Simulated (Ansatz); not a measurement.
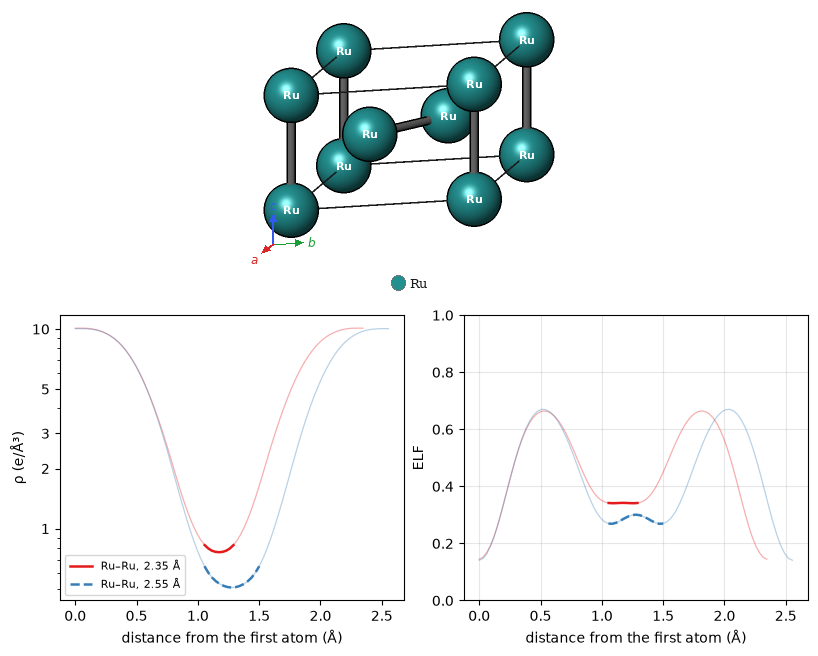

Figure. Ru. Valence pseudo-density and electron localisation function along straight lines between neighbouring atoms. Thin, pale parts lie inside the atomic spheres. The structure is drawn too.

Space group P6/mmm; set up as Ru, omega (AlB2-type); a generated structure, not necessarily the stable one; changed on purpose from its base cell (volume × 0.88); computed pressure about 55 GPa in this cell; computed without spin polarisation.

Method: Ansatz 0.2.0, DFT, r2SCAN, plane waves (500 eV) with PAW, scalar-relativistic.

In a PAW calculation such maps are meaningful between the atoms, not at the nuclei.

### Compare the contacts.

Ru–Ru (2.35 Å): the density is about 0.76 e/Å³ at the midpoint; the ELF is about 0.35 at the midpoint.
Ru–Ru (2.55 Å): ρ is about 0.51 e/Å³ halfway; the ELF is about 0.30 at the midpoint.
